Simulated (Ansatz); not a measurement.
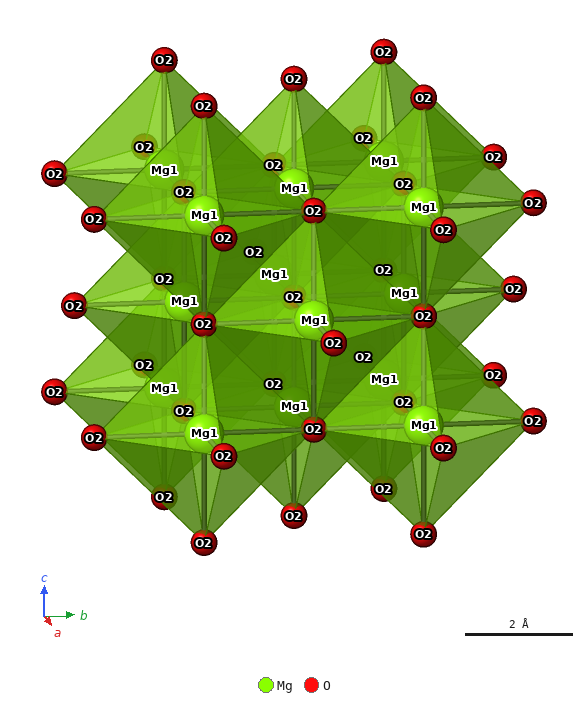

Fig. 1: The structure of run A (polyhedral view of the cell 4 times as large as that of the calculation, set on its symmetry axes, seen slightly off an axis; polyhedra are completed across the faces of the cell; atoms are numbered from 1 in the order of the input).

# Two runs on MgO

System: MgO (Fm-3m, 2 atoms in the cell).
Method of run A: Kohn-Sham DFT of a periodic cell, PBEsol with D3(BJ), Ansatz PAW, no spin polarisation (Ansatz 0.2.0).

The structure derives from a Materials Project entry. Text and figures count atoms from 1; the logs count them from 0 in places.

**Input, run A**
```yaml
crystal:
  lattice:
    - [0.0, 2.0970013927, 2.0970013927]
    - [2.0970013927, 0.0, 2.0970013927]
    - [2.0970013927, 2.0970013927, 0.0]
  atoms:
    - { symbol: Mg, position: [0.0, 0.0, 0.0] }
    - { symbol: O, position: [0.5, 0.5, 0.5] }
hamiltonian:
  xc: pbesol
  pseudopotentials: { kind: paw }
  dispersion: d3bj
kpoints:
  mp_grid: { grid: [11, 11, 11] }
scf:
  occupations: { method: fermi_dirac, width: 0.05 }
output:
  forces: true
  stress: true
relax:
  f_tol: 0.01
  max_steps: 40
  cell: { stress_tol: 0.05 }
```

Command:
```bash
ansatz run input.yaml --threads 2 --pin off --max-ram 5632MiB --backend cpu --events-out ev --progress --plain --runs-dir out
```

Hardware: 2 threads of Arm Neoverse V2, 24 GiB of memory available, shared host.

**Output, shortened to warnings, some set-up lines, iterations and results (run A)**
```
Basis set: ecut = 420 eV, 339 PW (Γ), exchange–correlation on 40×40×40 points (8 copies of the dense FFT grid, shifted against one another)
Symmetry: 48 space group operations
k-points: 56 of 1331
Initial density: superposition of atomic densities (neutral atoms: chi_scale 0, normalization atom), corrected by the library's trained network
[...]
SCF iter   1: F=—  HF=-2476.384862 eV  |F-HF|=—  |Δ(HF+E_count)|=         —  Δρ=1.48e-2  dr2=3.18e-2  ethr=1.77e-3  ⟨swp⟩=5.4  Hψ=3847  notcnv=0
SCF iter   2: F=—  HF=-2476.376082 eV  |F-HF|=—  |Δ(HF+E_count)|=   8.78e-3  Δρ=4.14e-3  dr2=3.08e-3  ethr=1.99e-4  ⟨swp⟩=2.0  Hψ=1322  notcnv=0
SCF iter   3: F=—  HF=-2476.375287 eV  |F-HF|=—  |Δ(HF+E_count)|=   7.95e-4  Δρ=6.65e-4  dr2=4.36e-5  ethr=1.93e-5  ⟨swp⟩=2.1  Hψ=877  notcnv=0
SCF iter   4: F=—  HF=-2476.375266 eV  |F-HF|=—  |Δ(HF+E_count)|=   2.06e-5  Δρ=9.38e-5  dr2=6.62e-7  ethr=2.73e-7  ⟨swp⟩=2.5  Hψ=1094  notcnv=0
SCF iter   5: F=-2476.375266 eV  HF=-2476.375266 eV  |F-HF|=6.06e-8  |Δ(HF+E_count)|=   5.25e-7  Δρ=2.92e-5  dr2=6.68e-8  ethr=4.14e-9  ⟨swp⟩=2.1  Hψ=928  notcnv=0
[... 42 lines ...]
SCF iter   6: F=-2476.376750 eV  HF=-2476.376750 eV  |F-HF|=0.00e0  |Δ(HF+E_count)|=  4.55e-13  Δρ=1.27e-9  dr2=1.15e-16  ethr=1.00e-12  ⟨swp⟩=1.0  Hψ=672  notcnv=0
SCF iter   7: F=-2476.376750 eV  HF=-2476.376750 eV  |F-HF|=4.55e-13  |Δ(HF+E_count)|=    0.00e0  Δρ=2.70e-10  dr2=7.07e-18  ethr=1.00e-12  ⟨swp⟩=1.0  Hψ=672  notcnv=0
SCF iter   8: F=-2476.376750 eV  HF=-2476.376750 eV  |F-HF|=0.00e0  |Δ(HF+E_count)|=  4.55e-13  Δρ=9.91e-11  dr2=9.49e-19  ethr=1.00e-12  ⟨swp⟩=2.0  Hψ=1678  notcnv=0
SCF 6 converged in 8 iterations: F = -2476.376750 eV  dr2 = 9.49e-19
relax step   6: F+E_penalty+E_count = -2476.37674993 eV  Δ(F+E_penalty+E_count) = +1.525e-4 eV  max|allowed force component| = 7.519e-30 eV/Å  Δτ_max = 0.0000 Å  P = -0.004 …
basis re-selected at this cell: Δ(F+E_penalty+E_count) = +1.525e-4 eV, ΔP = -0.003 GPa vs the last step (what re-selecting the basis moved, of the pressure what is left beyond the Pulay correction that the steps carried, after the strain that the cell walked since its last selection, with what the …
SCF converged after 8 iterations
Free energy (F): -2476.376750 eV
Harris-Foulkes:  -2476.376750 eV  (|F-HF|=0.00e0)
Internal energy: -2476.376750 eV  (E = F + TS)
E sigma→0 (E₀):  -2476.376750 eV
Fermi energy:    10.847383 eV
--- Per-component energies (eV) ---
  E_band       = -286.609809
  E_kinetic    = 255.768236
  E_local      = -1584.436920  (includes V_loc(G=0)·N_el)
  E_nonlocal   = 143.799490
  E_hartree    = 546.784659
  E_xc         = -104.176074
  E_vxc        = -134.247013  (∫ρ·V_xc dr)
  E_paw        = -433.034012  (= ΣΔE_a)
  E_vpaw       = -61.065496  (= ΣTr[D̂ρ^β])
  E_aug_tail   = 0.002576  (compensation charges beyond the density's cutoff)
  E_ewald      = -1300.666240
  E_disp       = -0.512615  (pairwise vdW)
  E_core_change = 0.094150  (= ΣΔE_core)
  E_smearing   = -0.000000  (= −TS)
  E_closure    = -0.000000  (closes the sum)
  Σ components = -2476.376750   (vs F -2476.376750, Δ=0.00e0)
--- Forces (eV/Å), atoms counted from 1 ---
  atom   1  Mg    -0.00000000     0.00000000     0.00000000
  atom   2  O      0.00000000    -0.00000000     0.00000000
  max |Σ_I F_I| component: 1.44e-29 eV/Å
--- Stress (GPa, compression-positive) ---
       -0.003793      -0.000000      -0.000000
       -0.000000      -0.003793      -0.000000
       -0.000000      -0.000000      -0.003793
  P = ⅓ Tr σ = -0.0038 GPa (-0.038 kbar)
--- Relaxed structure (4 steps of the walk, 4 accepted, 2 SCFs on fresh bases) ---
  F+E_penalty+E_count = -2476.37674993 eV   max|allowed force component| = 7.519e-30 eV/Å   (the final SCF, on the basis selected at the relaxed cell)
  cell:  # Å, volume = 18.1994 Å³
    - [1.9107645123358472e-35, 2.0877348390352832, 2.0877348390352832]
    - [2.0877348390352832, -5.095372032895584e-35, 2.0877348390352832]
    - [2.0877348390352832, 2.0877348390352832, 5.604909236185149e-34]
  atoms:
    - { symbol: Mg, position: [-1.3154466275257442e-36, 1.315446627514868e-36, 2.272135083897247e-36] }
    - { symbol: O, position: [0.5, 0.5, 0.5] }
```

Run B used a changed input.

**The two runs side by side**

| quantity | run A | run B |
| --- | --- | --- |
| outcome | converged | converged |
| free energy per atom (eV) | −1238.1884 | −1238.0297 |
| pressure (GPa) | 0.00 | 0.02 |
| volume per atom (Å³) | 9.10 | 9.25 |
| largest force (eV/Å) | 0.000 | 0.000 |
| SCF iterations | 40 | 26 |
| irreducible k-points | 56 | 56 |
| wall time (shared host) | 2.4 s | 2.6 s |

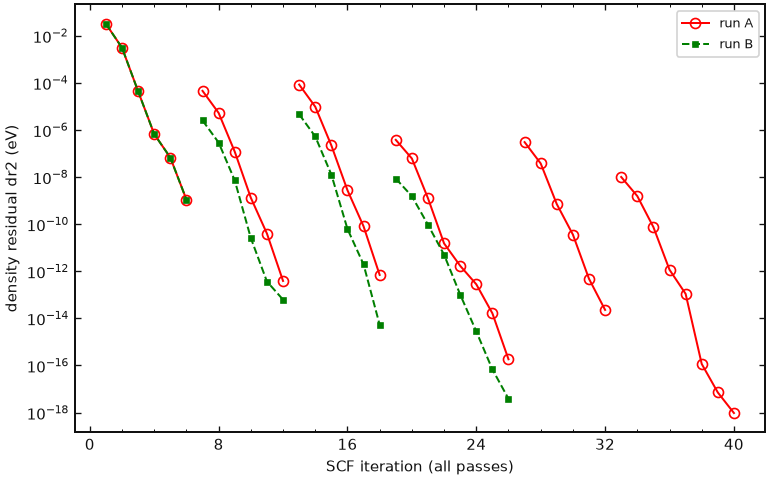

Fig. 2: Convergence of the two runs: density residual dr2 against the SCF iteration. A break in a curve parts two SCF passes. Run A takes 40 iterations in all, and run B takes 26.

Which change of the input explains these differences?

The change (lines with − go, lines with + come):
```diff
-  dispersion: d3bj
+  dispersion: d4
```

The total energies belong to different models, so their difference says nothing on which is more stable or more accurate. The volume per atom goes from 9.10 to 9.25 Å³. The SCF takes 26 iterations over all geometry steps against 40.

**Output, shortened to warnings, some set-up lines, iterations and results (run B)**
```
Basis set: ecut = 420 eV, 339 PW (Γ), exchange–correlation on 40×40×40 points (8 copies of the dense FFT grid, shifted against one another)
Symmetry: 48 space group operations
k-points: 56 of 1331
Initial density: superposition of atomic densities (neutral atoms: chi_scale 0, normalization atom), corrected by the library's trained network
[...]
SCF iter   1: F=—  HF=-2476.069021 eV  |F-HF|=—  |Δ(HF+E_count)|=         —  Δρ=1.48e-2  dr2=3.18e-2  ethr=1.77e-3  ⟨swp⟩=5.4  Hψ=3847  notcnv=0
SCF iter   2: F=—  HF=-2476.060240 eV  |F-HF|=—  |Δ(HF+E_count)|=   8.78e-3  Δρ=4.14e-3  dr2=3.08e-3  ethr=1.99e-4  ⟨swp⟩=2.0  Hψ=1322  notcnv=0
SCF iter   3: F=—  HF=-2476.059446 eV  |F-HF|=—  |Δ(HF+E_count)|=   7.95e-4  Δρ=6.65e-4  dr2=4.36e-5  ethr=1.93e-5  ⟨swp⟩=2.1  Hψ=877  notcnv=0
SCF iter   4: F=—  HF=-2476.059425 eV  |F-HF|=—  |Δ(HF+E_count)|=   2.06e-5  Δρ=9.38e-5  dr2=6.62e-7  ethr=2.73e-7  ⟨swp⟩=2.5  Hψ=1094  notcnv=0
SCF iter   5: F=-2476.059425 eV  HF=-2476.059425 eV  |F-HF|=6.06e-8  |Δ(HF+E_count)|=   5.25e-7  Δρ=2.92e-5  dr2=6.68e-8  ethr=4.14e-9  ⟨swp⟩=2.1  Hψ=928  notcnv=0
[... 24 lines ...]
SCF iter   6: F=-2476.059439 eV  HF=-2476.059439 eV  |F-HF|=4.55e-13  |Δ(HF+E_count)|=  1.36e-12  Δρ=7.52e-9  dr2=2.77e-15  ethr=1.00e-12  ⟨swp⟩=1.0  Hψ=672  notcnv=0
SCF iter   7: F=-2476.059439 eV  HF=-2476.059439 eV  |F-HF|=4.55e-13  |Δ(HF+E_count)|=  9.09e-13  Δρ=1.15e-9  dr2=6.77e-17  ethr=1.00e-12  ⟨swp⟩=1.0  Hψ=672  notcnv=0
SCF iter   8: F=-2476.059439 eV  HF=-2476.059439 eV  |F-HF|=9.09e-13  |Δ(HF+E_count)|=    0.00e0  Δρ=2.30e-10  dr2=3.84e-18  ethr=1.00e-12  ⟨swp⟩=2.0  Hψ=1919  notcnv=0
SCF 4 converged in 8 iterations: F = -2476.059439 eV  dr2 = 3.84e-18
relax step   4: F+E_penalty+E_count = -2476.05943923 eV  Δ(F+E_penalty+E_count) = -1.542e-4 eV  max|allowed force component| = 5.407e-30 eV/Å  Δτ_max = 0.0000 Å  P = +0.024 …
basis re-selected at this cell: Δ(F+E_penalty+E_count) = -1.542e-4 eV, ΔP = +0.023 GPa vs the last step (what re-selecting the basis moved, of the pressure what is left beyond the Pulay correction that the steps carried, after the strain that the cell walked since its last selection, with what the …
SCF converged after 8 iterations
Free energy (F): -2476.059439 eV
Harris-Foulkes:  -2476.059439 eV  (|F-HF|=9.09e-13)
Internal energy: -2476.059439 eV  (E = F + TS)
E sigma→0 (E₀):  -2476.059439 eV
Fermi energy:    10.561076 eV
--- Per-component energies (eV) ---
  E_band       = -290.061395
  E_kinetic    = 255.275301
  E_local      = -1594.778292  (includes V_loc(G=0)·N_el)
  E_nonlocal   = 143.767505
  E_hartree    = 550.444493
  E_xc         = -104.011978
  E_vxc        = -134.026774  (∫ρ·V_xc dr)
  E_paw        = -433.067594  (= ΣΔE_a)
  E_vpaw       = -61.190635  (= ΣTr[D̂ρ^β])
  E_aug_tail   = 0.002513  (compensation charges beyond the density's cutoff)
  E_ewald      = -1293.596319
  E_disp       = -0.189218  (pairwise vdW)
  E_core_change = 0.094150  (= ΣΔE_core)
  E_smearing   = -0.000000  (= −TS)
  E_closure    = -0.000000  (closes the sum)
  Σ components = -2476.059439   (vs F -2476.059439, Δ=0.00e0)
--- Forces (eV/Å), atoms counted from 1 ---
  atom   1  Mg    -0.00000000     0.00000000     0.00000000
  atom   2  O      0.00000000    -0.00000000     0.00000000
  max |Σ_I F_I| component: 1.02e-29 eV/Å
--- Stress (GPa, compression-positive) ---
        0.023870      -0.000000      -0.000000
       -0.000000       0.023870      -0.000000
       -0.000000      -0.000000       0.023870
  P = ⅓ Tr σ = 0.0239 GPa (0.239 kbar)
--- Relaxed structure (3 steps of the walk, 3 accepted, 1 SCFs on fresh bases) ---
  F+E_penalty+E_count = -2476.05943923 eV   max|allowed force component| = 5.407e-30 eV/Å   (the final SCF, on the basis selected at the relaxed cell)
  cell:  # Å, volume = 18.4994 Å³
    - [1.6559959106910663e-34, 2.0991449826754063, 2.0991449826754063]
    - [2.0991449826754063, 8.279979553455335e-34, 2.0991449826754063]
    - [2.0991449826754063, 2.0991449826754063, 6.623983642764267e-34]
  atoms:
    - { symbol: Mg, position: [4.633959710461538e-37, -5.231889995712624e-37, -5.829820280933258e-37] }
    - { symbol: O, position: [0.5, 0.5, 0.5] }
```
